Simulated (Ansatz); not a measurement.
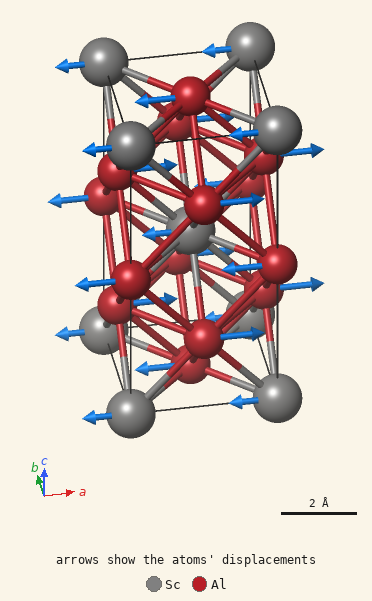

One vibrational mode of solid ScAl$_{3}$ relaxed at 3 GPa at the zone centre. The blue arrows are the displacements of the atoms (eigenvector over the root of the mass), of arbitrary overall length and sign. Style: ball-and-stick. Shown: the conventional cell (2 times the calculation's cell), from a free direction. Lengths and directions refer to the drawn axes.

Computed with Ansatz 0.2.0, DFT PBE, scalar-relativistic, plane waves, PAW.

Input file:
```yaml
crystal:
  lattice:
    - [-1.9912128604, 1.9912128604, 4.3539269292]
    - [1.9912128604, -1.9912128604, 4.3539269292]
    - [1.9912128604, 1.9912128604, -4.3539269292]
  atoms:
    - { symbol: Sc, position: [0.0, 0.0, 0.0] }
    - { symbol: Al, position: [0.75, 0.25, 0.5] }
    - { symbol: Al, position: [0.25, 0.75, 0.5] }
    - { symbol: Al, position: [0.5, 0.5, 0.0] }
basis:
  ecutwfc: 420
kpoints:
  mp_grid: { grid: [14, 14, 14] }
hamiltonian:
  xc: pbe
scf:
  occupations: { method: fermi_dirac, width: 0.15 }
output:
  eigenvalues: true
phonons:
  method: dfpt
  eigenvectors: true
```

Launched with:
```bash
ansatz run input.yaml --threads 1 --pin off --max-ram 3072MiB --backend cpu --events-out ev --progress --plain --runs-dir out
```

The frequencies depend somewhat on the k-mesh and the smearing.

Q: What mode is this, and where does it lie in the spectrum?

A: This is the E_u mode (doubly degenerate; one member of the set is drawn) at 6.63 THz, optical level 2 of 6, counted from below, infrared-active by symmetry. The Al (4d) sublattice moves against the Al (2b) and Sc sublattices, along a; the kinetic energy is shared as Al 80 %, Sc 20 %. The crystal is a metal, so free carriers screen the infrared response.
